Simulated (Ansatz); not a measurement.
## Si16O31 (charge +1): field-gradient calculation (part 3 of 3)

Continued. System: Si16O31 (defect cell, 47 atoms in the cell, total charge +1). Method: DFT, PBE, plane-wave PAW, default files, scalar-relativistic, spin-polarised (Ansatz 0.2.0); cutoff 420 eV, 2×2×2 k-mesh, Fermi–Dirac smearing of 0.01 eV, collinear spins. The structure derives from an entry of the Crystallography Open Database. It belongs to a series of runs on one base structure; here: O vacancy, charge +1, host positions.

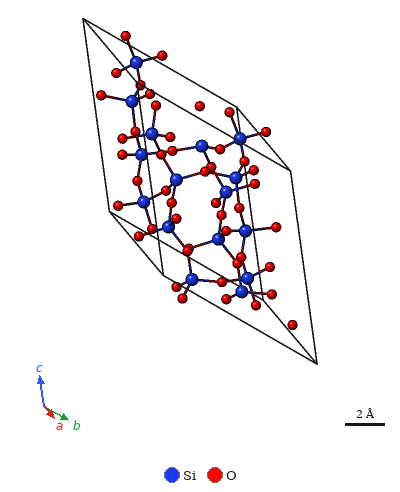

*The structure as given in the input (ball-and-stick view of the reduced cell, seen slightly off an axis; bonded neighbours outside the cell are drawn too).*

**Output, continued**
```
  k-point 2 ↑: bands = ["-19.0193", "-18.9568", "-18.5708", "-18.4970", "-18.4323", "-18.1903", "-18.1123", "-17.9907", "-17.8682", "-17.7424", "-17.6420", "-17.5132", "-17.4874", "-17.4511", "-17.2868", "-17.1823", "-17.1101", "-17.0056", "-16.8193", "-16.7974", "-16.7558", "-16.6540", "-16.6011", "-16.5357", "-16.5135", "-16.4699", "-16.4536", "-16.4087", "-16.2722", "-16.1847", "-16.1707", "-8.7422", "-8.6572", "-8.2431", "-7.8238", "-7.7399", "-7.5042", "-7.4781", "-7.3697", "-6.4712",
      "-6.4330", "-6.1722", "-6.1327", "-6.0382", "-5.9240", "-5.4992", "-5.4451", "-5.4021", "-5.0907", "-4.9982", "-4.9369", "-4.8668", "-4.7914", "-4.7714", "-4.6540", "-4.6174", "-4.5596", "-4.4580", "-4.4359", "-4.3762", "-4.3522", "-4.3014", "-3.6835", "-3.0752", "-2.7427", "-2.6526", "-2.4932", "-2.4676", "-2.2775", "-2.1805", "-2.1439", "-2.1026", "-2.0623", "-2.0032", "-1.9616", "-1.9446", "-1.8680", "-1.8546", "-1.7948", "-1.7612",
      "-1.7496", "-1.7228", "-1.6905", "-1.6464", "-1.5729", "-1.5318", "-1.4633", "-1.4150", "-1.2923", "-1.2468", "-1.2336", "-1.2081", "-1.1758", "-1.1389", "-1.0690", "-1.0580", "-1.0111", "-0.9525", "-0.9091", "-0.8860", "-0.7535", "-0.7283", "-0.7044", "-0.6389", "-0.5030", "-0.4597", "-0.3599", "-0.2426", "-0.2103", "-0.1503", "-0.0809", "-0.0787", "-0.0453", "-0.0117", "0.0267", "0.1189", "0.1988", "0.2870", "0.3345", "0.4454",
      "0.5244", "0.5815", "0.6103", "0.6399", "0.8647", "4.2445", "6.6582", "6.8282", "7.3169", "7.6812", "8.6221", "8.6910", "8.7885", "9.0091", "9.0907", "9.1049", "9.3531", "9.3919", "9.6287", "9.6836", "9.7634", "9.7910", "9.8285", "9.9270", "9.9422", "10.0572", "10.0917", "10.1638", "10.2303", "10.3347", "10.3806", "10.4291", "10.5024", "10.5836", "10.6298", "10.6907", "10.7633", "10.8086", "10.9642", "11.0836",
      "11.1695", "11.2268", "11.3360", "11.3838", "11.4303", "11.5861", "11.6590", "11.7540", "11.8181", "11.8960", "12.0173", "12.1007"]
  k-point 7 ↓: bands = ["-18.9882", "-18.8921", "-18.5190", "-18.4309", "-18.2377", "-18.1929", "-18.1446", "-18.0903", "-17.8239", "-17.7795", "-17.6878", "-17.5511", "-17.4489", "-17.2518", "-17.2238", "-17.1874", "-17.0010", "-16.9667", "-16.9300", "-16.7721", "-16.7327", "-16.6808", "-16.6354", "-16.5579", "-16.4960", "-16.4475", "-16.4024", "-16.3943", "-16.3026", "-16.2027", "-16.1573", "-8.9273", "-8.5767", "-7.8449", "-7.7537", "-7.5938", "-7.5346", "-7.5048", "-7.4834", "-6.5517",
      "-6.4096", "-6.3176", "-6.0786", "-6.0465", "-5.7566", "-5.3985", "-5.3737", "-5.3215", "-5.1694", "-5.1370", "-4.9228", "-4.7745", "-4.7702", "-4.6613", "-4.6372", "-4.6095", "-4.5655", "-4.5121", "-4.4609", "-4.4001", "-4.3236", "-4.2926", "-3.2621", "-2.9686", "-2.6710", "-2.5857", "-2.4517", "-2.4053", "-2.3448", "-2.2806", "-2.2413", "-2.1547", "-2.1390", "-2.0614", "-1.9312", "-1.8746", "-1.8340", "-1.8022", "-1.7744", "-1.7128",
      "-1.6987", "-1.6136", "-1.5726", "-1.5637", "-1.4916", "-1.4755", "-1.4292", "-1.3636", "-1.3456", "-1.2906", "-1.2535", "-1.2075", "-1.1885", "-1.1340", "-1.1204", "-1.0355", "-1.0193", "-0.9921", "-0.9454", "-0.9083", "-0.8105", "-0.7805", "-0.5733", "-0.4918", "-0.4566", "-0.4095", "-0.3138", "-0.2527", "-0.1855", "-0.1382", "-0.0779", "-0.0173", "-0.0005", "0.0646", "0.0990", "0.1644", "0.2185", "0.3612", "0.4128", "0.4937",
      "0.5852", "0.6243", "0.7414", "0.7622", "1.3781", "4.8239", "7.1122", "7.1743", "7.3693", "7.4187", "8.7910", "8.8183", "8.9350", "8.9901", "9.1248", "9.1779", "9.4887", "9.5917", "9.6300", "9.6711", "9.7501", "9.7929", "9.8442", "9.9311", "10.0421", "10.0562", "10.1427", "10.1983", "10.2929", "10.3815", "10.4009", "10.4672", "10.5285", "10.6179", "10.7517", "10.7867", "10.8589", "10.8993", "10.9723", "11.0502",
      "11.1198", "11.2245", "11.2395", "11.3058", "11.4482", "11.5054", "11.5480", "11.6217", "11.8107", "11.9508", "11.9768", "12.1175"]
--- Löwdin populations: 47 sites ---
  site symbol       q [e]    m [muB]
     0     Si      2.1606     0.0036
     1     Si      2.1667     0.0000
     2     Si      2.1672    -0.0000
     3     Si      2.4205     0.2786
     4     Si      2.1631    -0.0004
     5     Si      2.1659     0.0001
     6     Si      2.1592     0.0025
     7     Si      2.1675    -0.0000
     8     Si      2.1699     0.0011
     9     Si      2.1752    -0.0000
    10     Si      2.1749     0.0000
    11     Si      2.1658     0.0014
    12     Si      2.1747    -0.0000
    13     Si      2.1712     0.0041
    14     Si      2.4243     0.2605
    15     Si      2.1759    -0.0000
    16      O      6.7883     0.0145
    17      O      6.7993     0.0006
    18      O      6.7989     0.0001
    19      O      6.7483     0.0677
    20      O      6.7984     0.0006
    21      O      6.7966     0.0007
    22      O      6.7444     0.0552
    23      O      6.8004     0.0003
    24      O      6.7971     0.0009
    25      O      6.7846     0.0126
    26      O      6.7389     0.0601
    27      O      6.7952     0.0000
    28      O      6.7367     0.0561
    29      O      6.7965     0.0003
    30      O      6.7954     0.0005
    31      O      6.7939     0.0007
    32      O      6.7989     0.0003
    33      O      6.7927     0.0036
    34      O      6.7942     0.0034
    35      O      6.7963     0.0001
    36      O      6.7963     0.0011
    37      O      6.7976    -0.0000
    38      O      6.7989     0.0002
    39      O      6.8022     0.0009
    40      O      6.7849     0.0184
    41      O      6.7958     0.0007
    42      O      6.7949     0.0013
    43      O      6.7590     0.0518
    44      O      6.7996     0.0003
    45      O      6.7996     0.0004
    46      O      6.7622     0.0401
  spilling = 0.013702 (of n_electrons = 249.000000)
```

**File populations.tsv**
```
# site	symbol	l	j	q_up	q_dn
# orbitals = lowdin
# n_electrons = 249.000000
# spilling = 0.013702
0	Si	0_3S	-	0.335106	0.334171
0	Si	1_3P	-	0.746996	0.744345
1	Si	0_3S	-	0.334928	0.334922
1	Si	1_3P	-	0.748405	0.748405
2	Si	0_3S	-	0.334881	0.334883
2	Si	1_3P	-	0.748720	0.748724
3	Si	0_3S	-	0.464729	0.356946
3	Si	1_3P	-	0.884821	0.714029
4	Si	0_3S	-	0.334679	0.334857
4	Si	1_3P	-	0.746666	0.746856
5	Si	0_3S	-	0.334754	0.334725
5	Si	1_3P	-	0.748219	0.748174
6	Si	0_3S	-	0.334557	0.333855
6	Si	1_3P	-	0.746299	0.744536
7	Si	0_3S	-	0.335002	0.335003
7	Si	1_3P	-	0.748755	0.748777
8	Si	0_3S	-	0.339479	0.339252
8	Si	1_3P	-	0.746000	0.745161
9	Si	0_3S	-	0.339887	0.339885
9	Si	1_3P	-	0.747695	0.747730
10	Si	0_3S	-	0.339737	0.339713
10	Si	1_3P	-	0.747750	0.747734
11	Si	0_3S	-	0.339924	0.339730
11	Si	1_3P	-	0.743666	0.742485
12	Si	0_3S	-	0.339948	0.339957
12	Si	1_3P	-	0.747396	0.747412
13	Si	0_3S	-	0.340434	0.339137
13	Si	1_3P	-	0.747232	0.744391
14	Si	0_3S	-	0.462445	0.362166
14	Si	1_3P	-	0.879985	0.719731
15	Si	0_3S	-	0.339942	0.339941
15	Si	1_3P	-	0.747991	0.748000
16	O	0_2S	-	0.797737	0.796915
16	O	1_2P	-	2.603664	2.589940
17	O	0_2S	-	0.797359	0.797342
17	O	1_2P	-	2.602556	2.602008
18	O	0_2S	-	0.797359	0.797359
18	O	1_2P	-	2.602148	2.602067
19	O	0_2S	-	0.802698	0.798361
19	O	1_2P	-	2.605318	2.541912
20	O	0_2S	-	0.797202	0.797242
20	O	1_2P	-	2.602338	2.601665
21	O	0_2S	-	0.797069	0.797096
21	O	1_2P	-	2.601537	2.600855
22	O	0_2S	-	0.802418	0.798757
22	O	1_2P	-	2.597432	2.545844
23	O	0_2S	-	0.797327	0.797324
23	O	1_2P	-	2.603002	2.602714
24	O	0_2S	-	0.796614	0.796556
24	O	1_2P	-	2.602388	2.601533
25	O	0_2S	-	0.797089	0.796502
25	O	1_2P	-	2.601541	2.589484
26	O	0_2S	-	0.803203	0.801212
26	O	1_2P	-	2.596270	2.538199
27	O	0_2S	-	0.796600	0.796600
27	O	1_2P	-	2.601021	2.600991
28	O	0_2S	-	0.802990	0.800418
28	O	1_2P	-	2.593381	2.539874
29	O	0_2S	-	0.796588	0.796582
29	O	1_2P	-	2.601815	2.601489
30	O	0_2S	-	0.796044	0.796100
30	O	1_2P	-	2.601883	2.601338
31	O	0_2S	-	0.796282	0.796329
31	O	1_2P	-	2.601009	2.600266
32	O	0_2S	-	0.792989	0.792980
32	O	1_2P	-	2.606593	2.606321
33	O	0_2S	-	0.793196	0.793170
33	O	1_2P	-	2.604974	2.601356
34	O	0_2S	-	0.793235	0.793208
34	O	1_2P	-	2.605546	2.602211
35	O	0_2S	-	0.792970	0.793004
35	O	1_2P	-	2.605222	2.605066
36	O	0_2S	-	0.792719	0.792753
36	O	1_2P	-	2.605977	2.604860
37	O	0_2S	-	0.792823	0.792871
37	O	1_2P	-	2.605971	2.605958
38	O	0_2S	-	0.792590	0.792648
38	O	1_2P	-	2.606949	2.606736
39	O	0_2S	-	0.793246	0.793188
39	O	1_2P	-	2.608291	2.607438
40	O	0_2S	-	0.793943	0.793107
40	O	1_2P	-	2.607694	2.590131
41	O	0_2S	-	0.793546	0.793563
41	O	1_2P	-	2.604679	2.603975
42	O	0_2S	-	0.793484	0.793488
42	O	1_2P	-	2.604603	2.603275
43	O	0_2S	-	0.796753	0.790243
43	O	1_2P	-	2.608661	2.563322
44	O	0_2S	-	0.793264	0.793264
44	O	1_2P	-	2.606691	2.606396
45	O	0_2S	-	0.793264	0.793262
45	O	1_2P	-	2.606726	2.606303
46	O	0_2S	-	0.795280	0.789689
46	O	1_2P	-	2.605836	2.571375
```

**File rho_z.tsv**
```
# z_ang	rho[e/angstrom^3]	rho_spin[e/angstrom^3]
# format = ansatz-planar-average/11
# lattice	0.000000000	7.220000000	7.300000000
# lattice	7.090000000	0.000000000	7.300000000
# lattice	7.090000000	7.220000000	0.000000000
# sites	47
# site	14	3.367750000	3.415060000	3.416400000
# site	14	10.457750000	10.635060000	10.716400000
# site	14	7.267250000	11.024940000	7.066400000
# site	14	7.267250000	3.804940000	7.066400000
# site	14	10.812250000	7.025060000	7.533600000
# site	14	3.722250000	7.025060000	7.533600000
# site	14	6.912750000	7.414940000	11.183600000
# site	14	6.912750000	7.414940000	3.883600000
# site	14	5.161520000	5.350020000	5.358200000
# site	14	12.251520000	12.570020000	12.658200000
# site	14	5.473480000	9.089980000	9.008200000
# site	14	12.563480000	9.089980000	9.008200000
# site	14	9.018480000	8.960020000	5.591800000
# site	14	9.018480000	8.960020000	12.891800000
# site	14	8.706520000	5.479980000	9.241800000
# site	14	8.706520000	12.699980000	9.241800000
# site	8	4.261090000	4.512500000	4.365400000
# site	8	11.351090000	11.732500000	11.665400000
# site	8	6.373910000	9.927500000	8.015400000
# site	8	6.373910000	2.707500000	8.015400000
# site	8	9.918910000	8.122500000	6.584600000
# site	8	2.828910000	8.122500000	6.584600000
# site	8	7.806090000	6.317500000	10.234600000
# site	8	7.806090000	6.317500000	2.934600000
# site	8	7.749370000	8.050300000	5.029700000
# site	8	7.749370000	8.050300000	12.329700000
# site	8	9.975630000	6.389700000	8.679700000
# site	8	2.885630000	6.389700000	8.679700000
# site	8	6.430630000	4.440300000	5.920300000
# site	8	6.430630000	11.660300000	5.920300000
# site	8	4.204370000	2.779700000	2.270300000
# site	8	11.294370000	9.999700000	9.570300000
# site	8	7.827360000	12.165700000	8.000800000
# site	8	2.807640000	2.274300000	4.350800000
# site	8	9.897640000	9.494300000	11.650800000
# site	8	6.352640000	8.555700000	10.249200000
# site	8	6.352640000	8.555700000	2.949200000
# site	8	4.282360000	5.884300000	6.599200000
# site	8	11.372360000	5.884300000	6.599200000
# site	8	4.892100000	7.797600000	8.241700000
# site	8	11.982100000	7.797600000	8.241700000
# site	8	5.742900000	6.642400000	4.591700000
# site	8	5.742900000	6.642400000	11.891700000
# site	8	2.197900000	4.187600000	2.708300000
# site	8	9.287900000	11.407600000	10.008300000
# site	8	8.437100000	10.252400000	6.358300000
# site	8	8.437100000	3.032400000	6.358300000
0.000000	1.647097e-1	1.538957e-4
0.140543	2.040989e-1	2.157208e-4
0.281087	2.467942e-1	3.128526e-4
0.421630	2.828605e-1	4.517577e-4
0.562173	3.023912e-1	6.205716e-4
0.702716	2.997357e-1	7.985704e-4
0.843260	2.761578e-1	9.433791e-4
0.983803	2.386395e-1	9.836149e-4
1.124346	1.973655e-1	8.750376e-4
1.264889	1.616130e-1	6.535710e-4
1.405433	1.361924e-1	4.115589e-4
1.545976	1.228486e-1	2.398811e-4
1.686519	1.230012e-1	1.896471e-4
1.827063	1.387548e-1	2.789275e-4
1.967606	1.737937e-1	5.270568e-4
2.108149	2.309996e-1	9.658295e-4
2.248692	3.072320e-1	1.636629e-3
2.389236	3.937781e-1	2.558756e-3
2.529779	4.823874e-1	3.644103e-3
2.670322	5.674059e-1	4.687214e-3
2.810865	6.422020e-1	5.495117e-3
2.951409	6.978796e-1	6.001130e-3
3.091952	7.274842e-1	6.271802e-3
3.232495	7.283874e-1	6.451261e-3
3.373039	6.992853e-1	6.642536e-3
3.513582	6.396127e-1	6.753679e-3
3.654125	5.543920e-1	6.517584e-3
3.794668	4.557574e-1	5.783961e-3
3.935212	3.577186e-1	4.721823e-3
4.075755	2.712534e-1	3.632393e-3
4.216298	2.031586e-1	2.687040e-3
4.356841	1.559895e-1	1.920428e-3
4.497385	1.284563e-1	1.329390e-3
4.637928	1.171899e-1	9.037681e-4
4.778471	1.194990e-1	6.315808e-4
4.919015	1.351575e-1	5.077813e-4
5.059558	1.643974e-1	5.237188e-4
5.200101	2.040372e-1	6.515343e-4
5.340644	2.467331e-1	8.358928e-4
5.481188	2.826991e-1	9.804235e-4
5.621731	3.021898e-1	9.804438e-4
5.762274	2.996019e-1	8.216003e-4
5.902817	2.760901e-1	5.966263e-4
6.043361	2.385635e-1	3.965067e-4
6.183904	1.972267e-1	2.493898e-4
6.324447	1.614155e-1	1.521607e-4
6.464991	1.360044e-1	9.313596e-5
6.605534	1.227839e-1	5.706792e-5
6.746077	1.232087e-1	3.516974e-5
6.886620	1.393808e-1	2.434076e-5
7.027164	1.749788e-1	2.283592e-5
7.167707	2.329686e-1	3.099302e-5
7.308250	3.104483e-1	4.953534e-5
7.448793	3.991830e-1	7.785812e-5
7.589337	4.914644e-1	1.172000e-4
7.729880	5.821139e-1	1.696370e-4
7.870423	6.653425e-1	2.163589e-4
8.010966	7.330760e-1	2.109165e-4
8.151510	7.773273e-1	1.473035e-4
8.292053	7.920621e-1	1.074420e-4
8.432596	7.723534e-1	1.543785e-4
8.573140	7.156960e-1	2.284341e-4
8.713683	6.265823e-1	2.397579e-4
8.854226	5.176513e-1	1.880687e-4
8.994769	4.052140e-1	1.249366e-4
9.135313	3.041125e-1	7.799862e-5
9.275856	2.243014e-1	4.955293e-5
9.416399	1.690637e-1	3.792754e-5
9.556942	1.362291e-1	4.137774e-5
9.697486	1.215364e-1	5.626960e-5
9.838029	1.217289e-1	7.953059e-5
9.978572	1.361344e-1	1.113267e-4
```

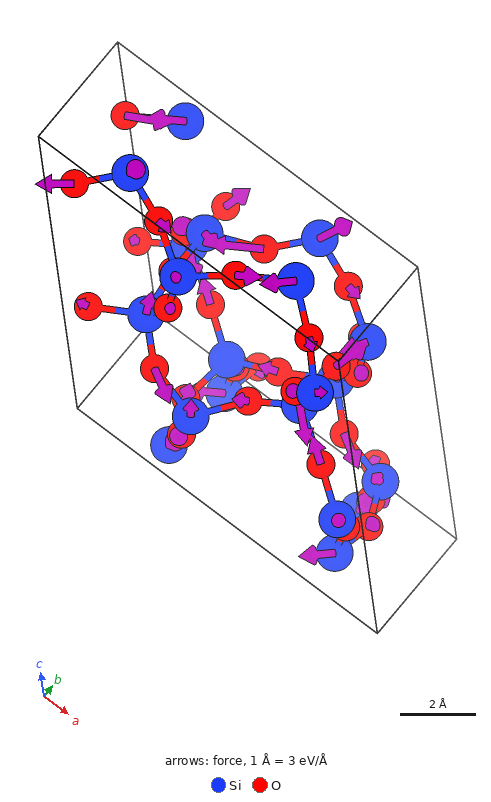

*Forces on the atoms as pink arrows (ball-and-stick view of the reduced cell, seen slightly off an axis).*

The largest act on O27 (4.59 eV/Å); Si5 (4.49 eV/Å); O20 (4.13 eV/Å); O32 (3.82 eV/Å), among others. Atoms are counted from 1 in the order of the input and aren't labelled in the picture. The geometry is not a stationary point of this energy.

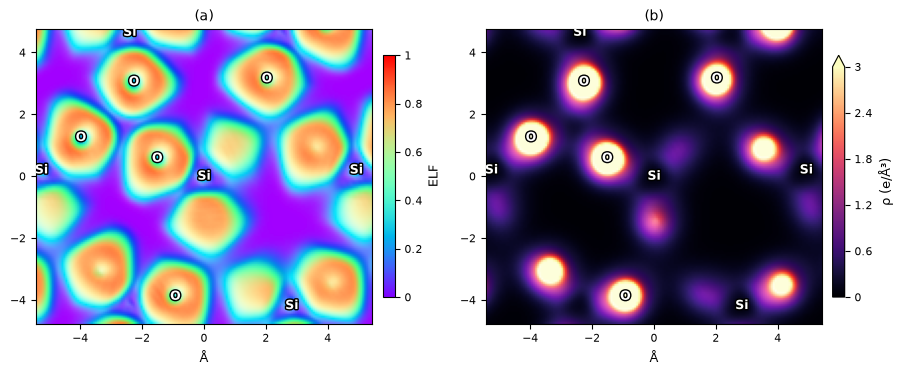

*(a) ELF; (b) valence charge density (pseudo) on the (111) plane of the calculation cell.*

The plane passes through Si and O nuclei. The density dies away to nearly zero in the voids. The fields are those of the smooth PAW valence density.

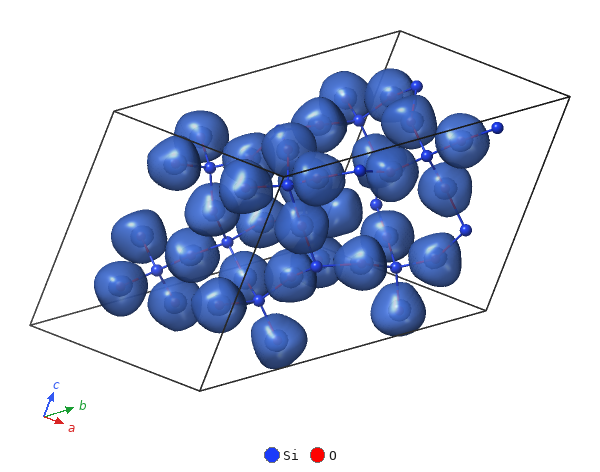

*Isosurface of the electron localisation function at 0.7 (blue), seen at an oblique angle. Core shells and regions of very low density are left out. Sticks mark near contacts. The outline is the calculation cell.*

Values along the shortest contacts: Si–O (1.55 Å): the ELF peaks at about 0.85 between the atoms, which marks a polar covalent bond.
